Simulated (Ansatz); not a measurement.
Consider Si.

```xyz
4
Lattice="0.0000 -2.7348 -2.7348 -5.4695 0.0000 0.0000 0.0000 2.7348 -2.7348" Properties=species:S:1:pos:R:3 pbc="T T T"
Si    0.0000   -0.0018   -1.4659
Si   -2.7348    0.0018   -4.0036
Si   -4.1021   -1.4719   -2.6167
Si   -1.3674    1.4719   -2.8528
```

Space group P2₁; not relaxed (largest force 1.4 eV/Å); PAW files of the earlier set (soft_1).

Theory: Ansatz, DFT PBE, scalar-relativistic, plane waves, PAW.

**Predict the valence pseudo-density and electron localisation function between the atoms.**

Si–Si (2.30 Å): ρ at the midpoint is about 0.61 e/Å³; the ELF peaks at about 0.95 between the atoms: a shared electron pair.
Si–Si (2.44 Å): ρ is about 0.51 e/Å³ halfway; the ELF peaks at about 0.95 between the atoms; a covalent bond.

**Metal or insulator at this level of theory?**

It is gapped, with a Kohn–Sham gap of 0.50 eV on the k-point mesh, an upper bound to the gap of this method.

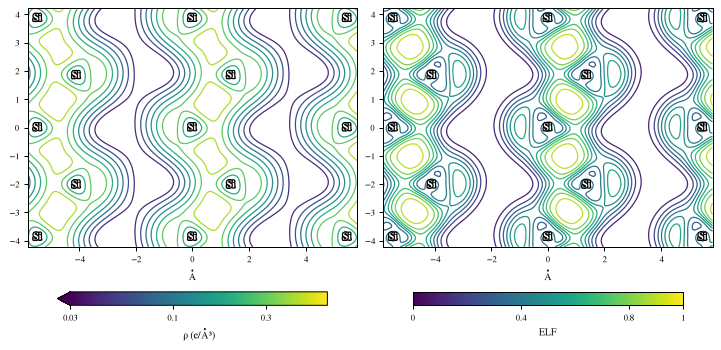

Computed valence pseudo-density and electron localisation function on the (100) plane of the conventional cell, in this order. 
